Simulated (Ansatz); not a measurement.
Nudged elastic band of Si

System: Si (defect cell, 17 atoms in the cell).
Method: DFT LDA, scalar-relativistic, plane waves, PAW, PAW set soft_1 (Ansatz 0.2.0).

One setting was made poor on purpose. It belongs to a series of runs on one base structure; here: an input spoilt on purpose.

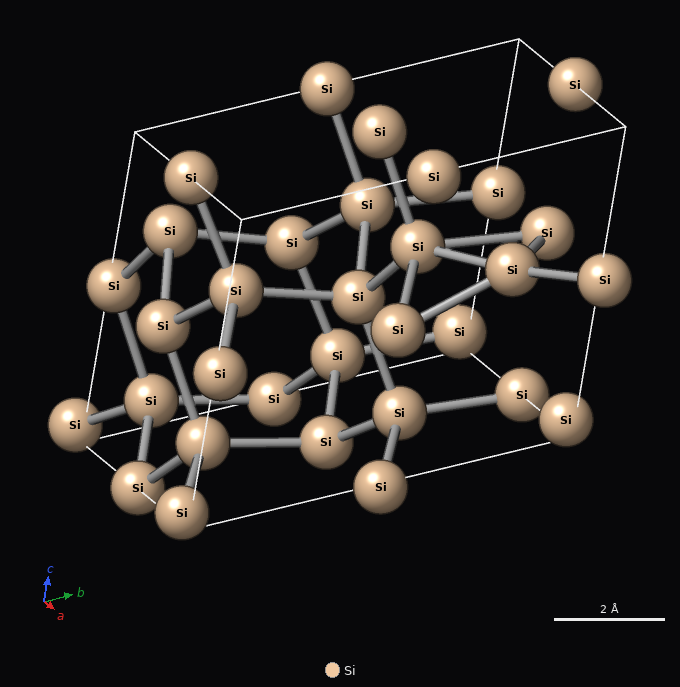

Figure 1. The input geometry (ball-and-stick view of the cell of the calculation, seen slightly off an axis). Near neighbours in the crystal (not all of them lie inside the picture): Si has 4 Si at 2.32 to 2.37 Å; Si has 5 Si at 2.32 to 2.47 Å; Si has 6 Si at 2.39 to 2.40 Å.

### The input
```yaml
crystal:
  lattice:
    - [0.0, 5.43, 5.43]
    - [5.43, 0.0, 5.43]
    - [5.43, 5.43, 0.0]
  atoms:
    - { symbol: Si, position: [-0.01844098, -0.01895031, 0.05640469] }
    - { symbol: Si, position: [0.12780432, 0.12737856, 0.1325281] }
    - { symbol: Si, position: [0.01116326, 0.01083137, 0.50462494] }
    - { symbol: Si, position: [0.10740147, 0.10710357, 0.67844345] }
    - { symbol: Si, position: [0.00916217, 0.4994992, -0.00809451] }
    - { symbol: Si, position: [0.12780318, 0.61234784, 0.13253888] }
    - { symbol: Si, position: [0.01115033, 0.47343029, 0.50464063] }
    - { symbol: Si, position: [0.14512544, 0.61727865, 0.62037118] }
    - { symbol: Si, position: [0.49994302, 0.00876554, -0.00809238] }
    - { symbol: Si, position: [0.61281929, 0.12729487, 0.13265826] }
    - { symbol: Si, position: [0.47374254, 0.010751, 0.50479719] }
    - { symbol: Si, position: [0.61761743, 0.14477967, 0.62033875] }
    - { symbol: Si, position: [0.49994658, 0.49945396, -0.00809893] }
    - { symbol: Si, position: [0.63906736, 0.63865095, 0.08370203] }
    - { symbol: Si, position: [0.51389058, 0.51352259, 0.45911361] }
    - { symbol: Si, position: [0.61762288, 0.61732158, 0.62032607] }
    - { symbol: Si, position: [0.81943405, 0.81887258, 0.54290625] }
basis:
  ecutwfc: 420.0
kpoints:
  mp_grid: { grid: [2, 2, 2] }
hamiltonian:
  xc: lda
  pseudopotentials: { kind: paw, azcp: { folder: soft_1 } }
scf:
  occupations: { method: gaussian, width: 0.05 }
  lower_state_search: "off"
  max_iter: 58
neb:
  images: 7
  f_tol: 0.03
  initial_path: linear
  max_iterations: 8
  final_atoms:
    - { symbol: Si, position: [0.01083914, 0.01067756, -0.02633686] }
    - { symbol: Si, position: [0.12743677, 0.12714806, 0.11274687] }
    - { symbol: Si, position: [-0.01895819, -0.01922884, 0.48145475] }
    - { symbol: Si, position: [0.10710996, 0.10688048, 0.60734825] }
    - { symbol: Si, position: [0.0088265, 0.49929529, -2.877e-05] }
    - { symbol: Si, position: [0.14475933, 0.61722581, 0.11766261] }
    - { symbol: Si, position: [0.01099569, 0.47316257, 0.51122896] }
    - { symbol: Si, position: [0.12751844, 0.61211108, 0.62784814] }
    - { symbol: Si, position: [0.49959749, 0.00852694, -9.67e-06] }
    - { symbol: Si, position: [0.61746999, 0.14453327, 0.11769572] }
    - { symbol: Si, position: [0.47339014, 0.01077548, 0.51115752] }
    - { symbol: Si, position: [0.6123654, 0.12722744, 0.62784504] }
    - { symbol: Si, position: [0.51354454, 0.51332961, 0.01383997] }
    - { symbol: Si, position: [0.6387037, 0.63838773, 0.13904013] }
    - { symbol: Si, position: [0.49962505, 0.49934553, 0.50915188] }
    - { symbol: Si, position: [0.6174166, 0.61719533, 0.64503578] }
  order_check: true
```

Launch command:
```bash
ansatz run input.yaml --threads 1 --pin off --max-ram 3072MiB --backend cpu --events-out ev --progress --plain --runs-dir out
```

### Log
```
Error: invalid value for `neb.final_atoms`: lists 16 atoms but crystal.atoms has 17 — the final endpoint must contain the same atoms in the same order
```

### Outcome

| quantity | value |
| --- | --- |
| outcome | refused by the program |
| hardware | 1 thread of Arm Neoverse V2, 24 GiB of memory available, shared host |

### Diagnosis

The program refused the input: “invalid value for `neb.final_atoms`: lists 16 atoms but crystal.atoms has 17 — the final endpoint must contain the same atoms in the same order” A deliberately poor setting: bad input.
